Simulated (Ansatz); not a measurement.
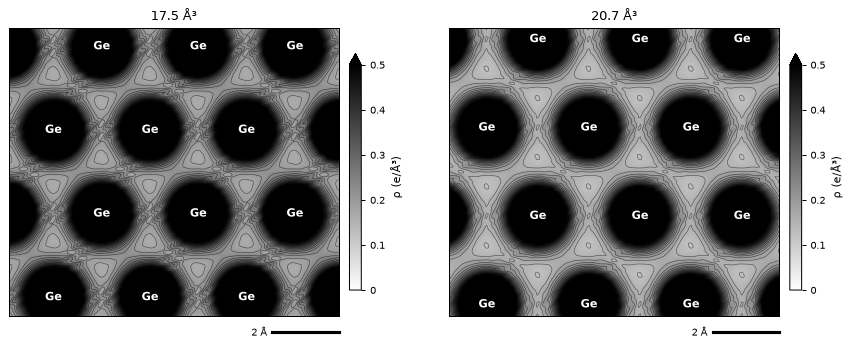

Ge. The valence charge density (pseudo) of cells scaled evenly to different volumes (given per atom above each panel), on the (010) plane of each (indices in the axes of the cell below), at one length scale and on one colour scale.

A generated structure, not necessarily the stable one.

Method: DFT, revPBE, plane waves (420 eV) with PAW, scalar-relativistic (Ansatz).

In a PAW calculation such maps are meaningful between the atoms, not at the nuclei.

The largest cell:

```
Ge
1.0
     0.00000    2.18009    2.18009
     2.18009    0.00000    2.18009
     2.18009    2.18009    0.00000
Ge
1
Direct
  0.00000 0.00000 0.00000
```

| volume (Å³/atom) | Ge–Ge contact in the plane (Å) | ρ at its midpoint (e/Å³) | pressure (GPa) | 
| --- | --- | --- | --- |
| 17.53 | 2.916 | 0.222 | 10.1 | 
| 18.33 | 2.960 | ? | ? | 
| 20.72 | 3.083 | 0.143 | −1.9 | 

### What values belong in the row with question marks?

Over the known rows ln ρ falls by 2.63 per Å of Ge–Ge distance (the line through the two), which gives 0.198 e/Å³ at 2.960 Å; the calculation gives 0.210 e/Å³. For the pressure, a straight line in volume between the neighbouring rows gives 7.1 GPa; the calculation gives 6.1, lower because pressure rises ever faster on compression.
